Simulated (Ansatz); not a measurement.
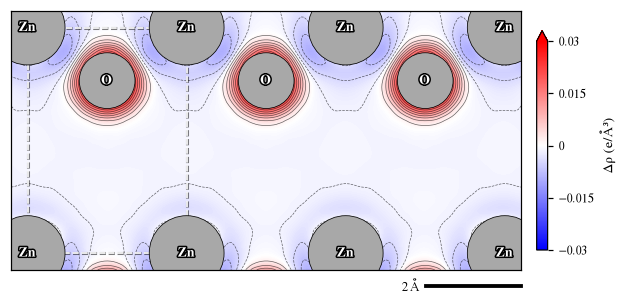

ZnO. Difference of the valence pseudo-densities of two functionals at the same geometry, on the (010) plane of the calculation cell: PBE less LDA.

Space group Pmmn; a structure generated by program, which may or may not match a known phase.

Both computed with Ansatz (plane waves, PAW), on the same k-point mesh. Grey discs cover the atomic cores.

```yaml
crystal:
  lattice:
    - [3.34997, 0.00000, 0.00000]
    - [0.00000, 10.15168, 0.00000]
    - [0.00000, 0.00000, 4.75182]
  atoms:
    - { symbol: Zn, position: [0.50000, 0.85147, 0.10749] }
    - { symbol: Zn, position: [0.50000, 0.14853, 0.10749] }
    - { symbol: Zn, position: [0.00000, 0.00000, 0.61131] }
    - { symbol: Zn, position: [0.50000, 0.50000, 0.38869] }
    - { symbol: Zn, position: [0.00000, 0.35147, 0.89251] }
    - { symbol: Zn, position: [0.00000, 0.64853, 0.89251] }
    - { symbol: O, position: [0.50000, 0.00000, 0.37433] }
    - { symbol: O, position: [0.00000, 0.84804, 0.87196] }
    - { symbol: O, position: [0.00000, 0.15196, 0.87196] }
    - { symbol: O, position: [0.50000, 0.34804, 0.12804] }
    - { symbol: O, position: [0.50000, 0.65196, 0.12804] }
    - { symbol: O, position: [0.00000, 0.50000, 0.62567] }
```

Question: What does the difference map show?

Answer: Against LDA, PBE gives less density around Zn (−0.005 e/Å³ on average at 1.0 Å from the nucleus), more density around O (+0.009 e/Å³ on average at 0.7 Å from the nucleus) and a change of −0.008 e/Å³ at the midpoint of Zn–O.
